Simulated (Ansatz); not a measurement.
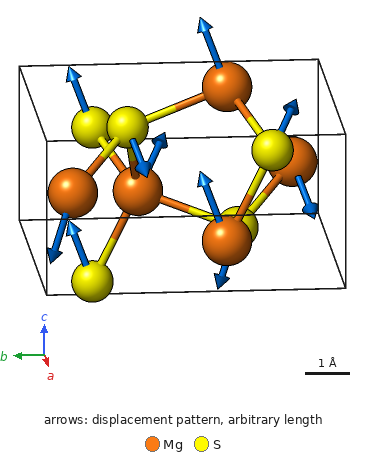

The lowest optical mode of a crystal of MgS (a generated structure), space group P4₁2₁2 (No. 92), at the zone centre. The blue arrows give the relative displacements of the atoms. The picture is a ball-and-stick view of the cell of the calculation, seen from a free direction.

These are results of DFT PBE, scalar-relativistic, plane waves, PAW in Ansatz, not measurements. (plane-wave cutoff 420 eV; k-point mesh 4 × 4 × 6; occupations fixed; no spin polarisation)

Frequencies are those without the non-analytic (LO–TO) term.

Question: Is this crystal at a minimum with respect to the drawn distortion?

Answer: No. This is the B₁ mode at 5.2i meV, the lowest optical level, Raman-active by symmetry. Atoms of one kind move against one another, with no net shift of any sublattice; it mainly bends the Mg–S bonds; the kinetic energy is shared as S 51 %, Mg 49 %. The frequency is imaginary, so the structure is unstable against this distortion. Freezing in the drawn pattern lowers the space group from P4₁2₁2 to P2₁2₁2₁ (No. 19).
